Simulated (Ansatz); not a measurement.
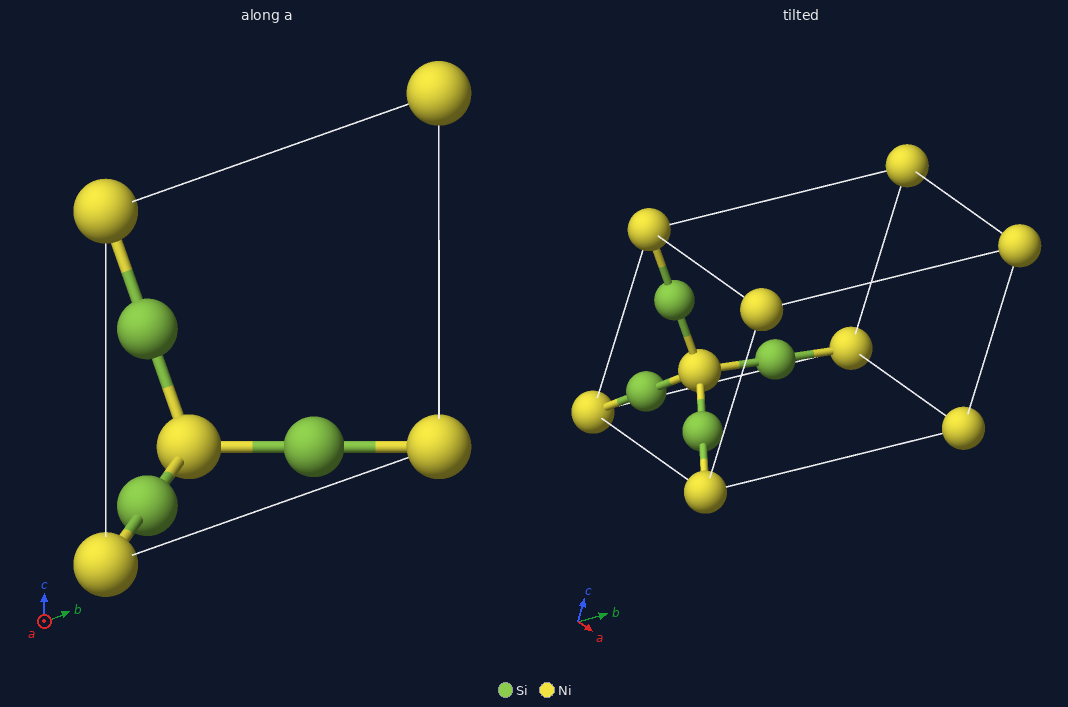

The image is a ball-and-stick drawing of a crystal, viewed along the a axis and slightly off an axis. The simulation cell is outlined; an atom on or near a face, edge or corner is repeated at each equivalent position.

The input:
```yaml
crystal:
  lattice:
    - [0.0, 4.829556295, 4.829556295]
    - [4.829556295, 0.0, 4.829556295]
    - [4.829556295, 4.829556295, 0.0]
  atoms:
    - { symbol: Si, position: [0.125, 0.125, 0.125] }
    - { symbol: Si, position: [0.125, 0.125, 0.625] }
    - { symbol: Si, position: [0.125, 0.625, 0.125] }
    - { symbol: Si, position: [0.625, 0.125, 0.125] }
    - { symbol: Ni, position: [0.25, 0.25, 0.25] }
    - { symbol: Ni, position: [0.0, 0.0, 0.0] }
basis:
  ecutwfc: 420
kpoints:
  mp_grid: { grid: [6, 6, 6] }
  band_path:
    path:
      - [[0.0, 0.0, 0.0], [0.5, 0.0, 0.5], [0.625, 0.25, 0.625]]
      - [[0.375, 0.375, 0.75], [0.0, 0.0, 0.0], [0.5, 0.5, 0.5], [0.5, 0.25, 0.75], [0.5, 0.0, 0.5]]
    npoints: 14
hamiltonian:
  xc: pbe
scf:
  occupations: { method: gaussian, width: 0.02 }
  n_extra_bands: 15
output:
  forces: true
  stress: true
  eigenvalues: true
  populations: true
  dos: { projected: true, de: 0.02, nscf_kmesh: { grid: [9, 9, 9] } }
  bader: true
  write_density: true
  write_potential: true
  elf: true
  volumetric_format: npy
```
Run as:
```sh
ansatz run input.yaml --threads 1 --pin off --max-ram 2560MiB --backend cpu --events-out ev --progress --plain --runs-dir out
```

Computed with DFT PBE, scalar-relativistic, plane waves, PAW in Ansatz. Settings: a cutoff energy of 420 eV, a 6×6×6 grid in reciprocal space, Gaussian smearing of 0.02 eV, no spin polarisation (a spin-restricted run, not always the ground state).

### Classify it as metallic or gapped, with the value.

A semiconductor at this level, with a gap of 1.05 eV, indirect; the smallest direct gap is 1.10 eV.

### Under what pressure is the structure?

The computed pressure is 0.0 GPa, close to zero.

The initial geometry was a random cell made by a generator, so it need not be a real form of the compound. Earlier steps of the study may have refined or changed the cell and positions. Ansatz was used for an electronic-structure calculation on it.
